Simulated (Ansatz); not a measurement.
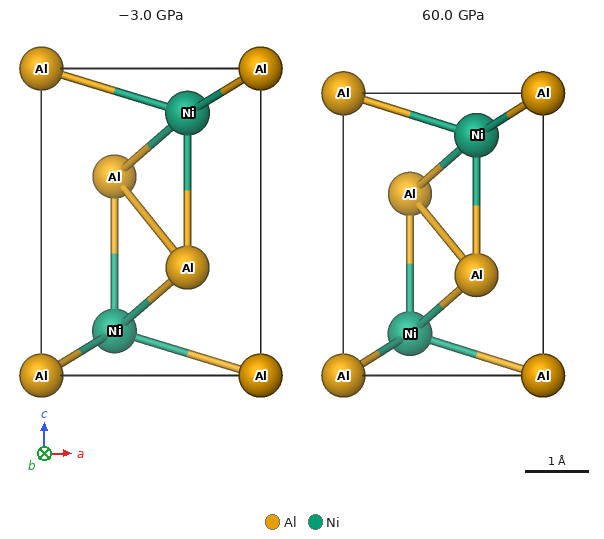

A crystal of Al$_{3}$Ni$_{2}$ (set up in P-3m1), relaxed (cell and atoms) at several target pressures. The picture shows the first and the last member. A ball-and-stick model of the cell of the calculation, seen along the b axis.

Computed with Ansatz 0.2.0: DFT PBEsol, scalar-relativistic, plane waves, PAW. (plane-wave cutoff 420 eV; k-point mesh 12 × 12 × 8; occupations gaussian; smearing width 0.1 eV; no spin polarisation; cell and atoms relaxed; force threshold 0.008 eV/Å)

```json
{"pressure (GPa)": "−3.0", "volume (Å³/atom)": "13.788", "a (Å)": "4.033", "c (Å)": "4.893"}
{"pressure (GPa)": "0.0", "volume (Å³/atom)": "13.488", "a (Å)": "4.003", "c (Å)": "4.859"}
{"pressure (GPa)": "3.0", "volume (Å³/atom)": "?", "a (Å)": "?", "c (Å)": "?"}
{"pressure (GPa)": "8.0", "volume (Å³/atom)": "12.824", "a (Å)": "3.934", "c (Å)": "4.784"}
{"pressure (GPa)": "15.0", "volume (Å³/atom)": "12.360", "a (Å)": "3.884", "c (Å)": "4.729"}
{"pressure (GPa)": "30.0", "volume (Å³/atom)": "11.583", "a (Å)": "3.799", "c (Å)": "4.635"}
{"pressure (GPa)": "60.0", "volume (Å³/atom)": "10.518", "a (Å)": "3.675", "c (Å)": "4.498"}
```

Estimate the missing row from the others, and compare with the calculation.

Answer. Murnaghan's form V = V₀(1 + B′P/B₀)^(−1/B′), with V₀ = 13.488 Å³ from the row at zero pressure, fits the other rows with B₀ = 145 GPa and B′ = 3.83 (largest miss 0.008 Å³). At 3.0 GPa it gives 13.488 × (1 + 3.83 × 3.0/145)^(−1/3.83) = 13.222 Å³ per atom. The calculation gives 13.218 Å³/atom (a = 3.975 Å, c = 4.829 Å). The estimate is 0.004 Å³/atom too high. From the first member to the last: Al–Al 2.743 → 2.485 Å, Al–Ni 2.461 → 2.228 Å, Ni–Ni 2.728 → 2.508 Å.

The whole series:

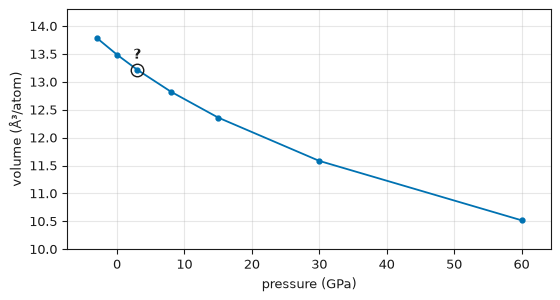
